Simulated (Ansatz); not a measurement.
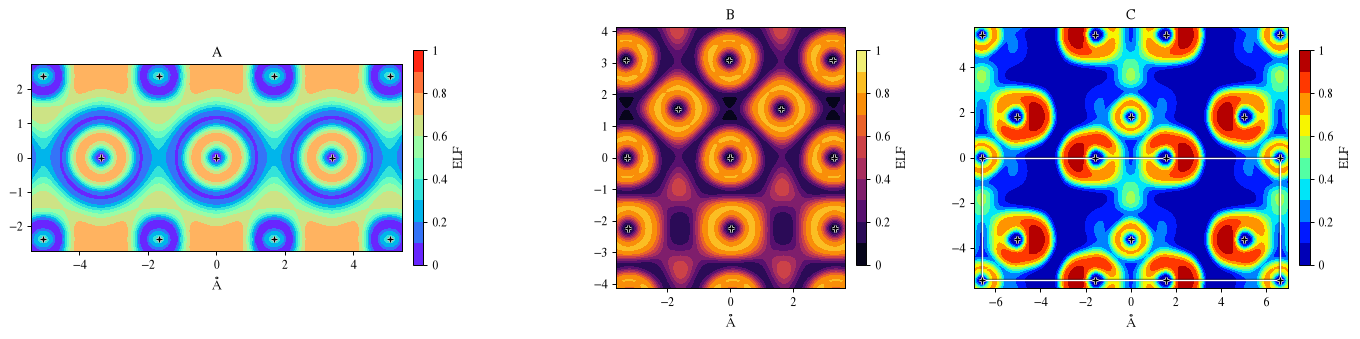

The ELF of 3 systems, each on a plane through atoms (crosses mark nuclei in the plane).

Method: DFT PBEsol, scalar-relativistic, plane waves, PAW in Ansatz 0.2.0.

System 1: WS2, the (110) plane of the conventional cell. Space group P6₃/mmc; a structure from a database of computed crystals, not necessarily the ambient phase; changed on purpose from its base cell (strain along c alone, the other axes held, atoms relaxed: +4.0 %).

```
W S
1.0
     3.14608    0.00000    0.00000
    -1.57304    2.72459    0.00000
     0.00000    0.00000   13.21279
W S
2 4
Direct
  0.33333 0.66667 0.25000
  0.66667 0.33333 0.75000
  0.33333 0.66667 0.63133
  0.66667 0.33333 0.13133
  0.33333 0.66667 0.86867
  0.66667 0.33333 0.36867
```

System 2: Zr2N, the (011) plane of the conventional cell. Space group P2₁/c; a structure from a database of computed crystals, not necessarily the ambient phase.

```
Zr N
1.0
    -0.06545    0.00000   -3.27262
     0.00000   -5.37005    0.00000
    -5.30460    0.00000    3.27262
Zr N
4 2
Cartesian
  -3.7798 -3.7791 0.0046
  -1.5902 -1.5910 -0.0046
  -1.1275 -4.2760 -1.6317
  -4.2425 -1.0940 1.6317
  0.0000 0.0000 0.0000
  -2.6523 -2.6850 1.6363
```

System 3: ScAl, the (011) plane of the conventional cell. Space group Pm-3m; a structure from a database of computed crystals, not necessarily the ambient phase.

```
Sc Al
1.0
     3.37035    0.00000    0.00000
     0.00000    3.37035    0.00000
     0.00000    0.00000    3.37035
Sc Al
1 1
Direct
  0.50000 0.50000 0.50000
  0.00000 0.00000 0.00000
```

Q: Match each panel to its system.

A: Panel A is system 3, ScAl: the plane holds Sc and Al. Sc–Al (2.92 Å): the ELF peaks at about 0.60 in the valence shell of Al, 1.1 Å from its nucleus, and is about 0.30 at the midpoint. Panel B is system 2, Zr2N: the plane holds Zr and N. Zr–N (2.24 Å): the ELF peaks at about 0.80 in the valence shell of N, 0.6 Å from its nucleus, and drops to about 0.20 between the two atoms (no shared electron pair shows on this line). Panel C is system 1, WS2: the plane holds W and S. W–S (2.40 Å): the ELF peaks at about 0.85 in the valence shell of S, 0.8 Å from its nucleus, and is about 0.50 at the midpoint.
